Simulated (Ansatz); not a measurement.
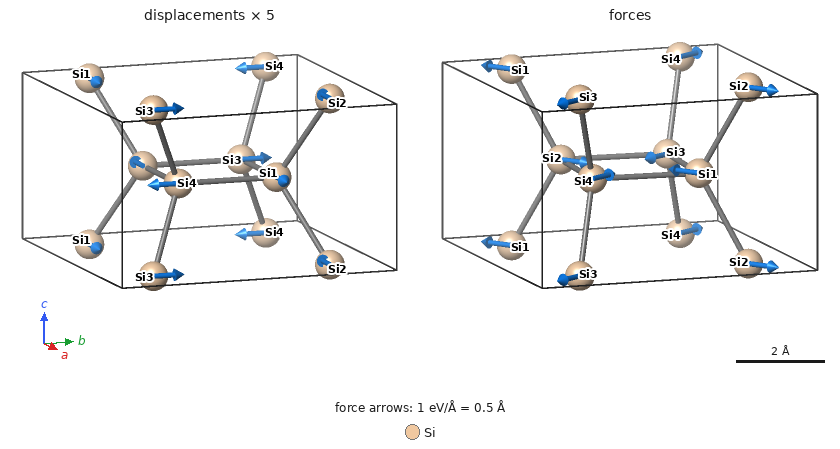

Left: a symmetric starting cell of Si, with blue arrows for the displacements applied to it (without the part that the change of the cell carries along). Right: the displaced structure with the computed forces. Besides, the cell is strained by +6.2 % along c and +0.2 % across it (volume +6.6 %). The picture is a ball-and-stick view of the conventional cell (2 times the calculation's cell), seen slightly off an axis. Lengths and directions refer to the drawn axes.

These are results of DFT PBE, scalar-relativistic, plane waves, PAW in Ansatz 0.2.0, not measurements. Set-up: plane-wave cutoff 420 eV; k-point mesh 10 × 10 × 10; occupations gaussian; smearing width 0.05 eV; no spin polarisation.

> Where do the forces point?

Atoms are displaced by 0.15 Å relative to the cell: Si3 0.15 Å along +b. No relaxation follows. The starting cell wasn't computed here and needn't be at equilibrium, so pressure and forces aren't due to the change alone. The pressure is −4.6 GPa (not all of it need come from the change, since the unchanged cell can be under pressure at this level too). The principal stresses (compression positive) are −3.3 GPa along c and −5.3 GPa across it. The largest forces, 1.8 eV/Å, act on Si1, Si2, Si3 and Si4; on Si2 it points along [3 2 0]. The forces mostly point back along the displacements (cosine −0.82). Among the bonded contacts that change: Si–Si 2.378 → 2.534 Å. The space group (tolerance 0.01 Å) goes from I4/mmm (No. 139) to I4/m (No. 87).
